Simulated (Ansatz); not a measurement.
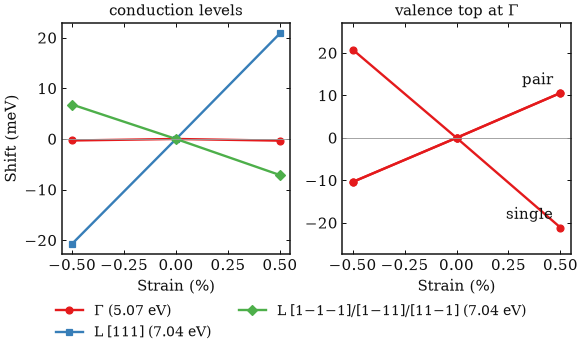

Shifts of the lowest conduction level at the points named, against the centre of the valence top at Γ (unstrained energies in the legend), and the splitting of that top about its centre. Directions are on the cubic axes.

System: rocksalt NaCl, space group Fm-3m, 2 atoms in the primitive cell, in a cell relaxed beforehand; cubic a = 5.464 Å. Here equal engineering shears of ±0.5 % are applied in xy, yz and zx, and the atoms are carried along without relaxing. Method: LDA, Ansatz PAW set, no spin polarisation, no spin-orbit coupling, 8×8×8 k mesh, 420 eV cutoff (Ansatz 0.2.0).

How fast does each conduction level move?

Answer. For each 1 % of strain: 0 meV at Γ, +42 meV at L [111] and −14 meV at L [1−1−1]/[1−11]/[11−1].

What shear deformation potential follows for the L levels?

Answer. For the L levels, with εxy half the engineering shear γ, E[111] − E[others] = (8/3) Ξu εxy = (4/3) Ξu γ. The splitting is +56 meV for γ = 1 %, so Ξu = 4.2 eV.

How does the valence top split?

Answer. The threefold valence top splits at 63 meV for each 1 % of strain; at positive shear the single level lies below the pair.

The PAW data sets were made with another functional. LDA, GGA and most meta-GGA functionals understate gaps. Spin-orbit coupling, left out here, splits this threefold top even without strain.
